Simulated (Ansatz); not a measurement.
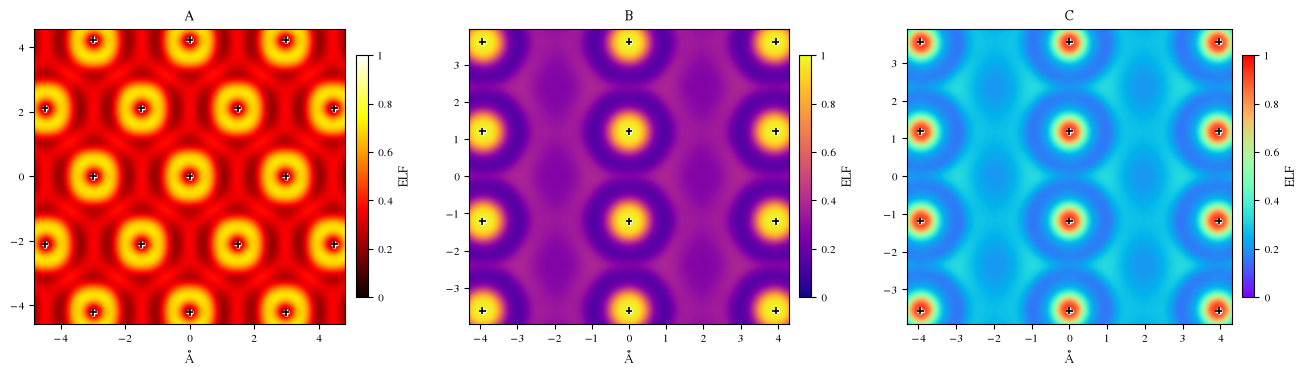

The ELF of 3 systems, each on a plane through atoms (crosses mark nuclei in the plane).

These are results of DFT, r2SCAN, plane waves (500 eV) with PAW, scalar-relativistic in Ansatz 0.2.0, not measurements.

System 1: Cu, the (100) plane of the conventional cell. Space group P6/mmm; set up as Cu, omega (AlB2-type); a generated structure, not necessarily the stable one; changed on purpose from its base cell (volume × 0.92); computed pressure about 16 GPa in this cell; computed without spin polarisation.

```
Cu
1.0
     3.95393    0.00000    0.00000
    -1.97696    3.42420    0.00000
     0.00000    0.00000    2.37326
Cu
3
Direct
  0.00000 0.00000 0.00000
  0.33333 0.66667 0.50000
  0.66667 0.33333 0.50000
```

System 2: Co, the (010) plane of the conventional cell. Space group P6/mmm; set up as Co, omega (AlB2-type); a generated structure, not necessarily the stable one; changed on purpose from its base cell (volume × 1.0); spin-polarised.

```xyz
3
Lattice="3.9390 0.0000 0.0000 -1.9695 3.4113 0.0000 0.0000 0.0000 2.4099" Properties=species:S:1:pos:R:3 pbc="T T T"
Co    0.0000    0.0000    0.0000
Co    0.0000    2.2742    1.2050
Co    1.9695    1.1371    1.2050
```

System 3: Os, the (110) plane of the conventional cell. Space group Im-3m; set up as Os, bcc; a generated structure, not necessarily the stable one; changed on purpose from its base cell (volume × 0.92); computed pressure about 39 GPa in this cell; computed without spin polarisation.

```
Os
1.0
     2.98720    0.00000    0.00000
     0.00000    2.98720    0.00000
     0.00000    0.00000    2.98720
Os
2
Cartesian
  0.0000 0.0000 0.0000
  1.4936 1.4936 1.4936
```

Match each panel to its system.

Answer. Panel A is system 3, Os: the plane holds Os. Os–Os (2.59 Å): the ELF is about 0.40 at the midpoint. Panel B is system 2, Co: the plane holds Co. Co–Co (2.41 Å): the ELF is about 0.25 at the midpoint; no localised pair shows between them. Panel C is system 1, Cu: the plane holds Cu. Cu–Cu (2.37 Å): the ELF is about 0.20 at the midpoint: no localised pair shows between them.
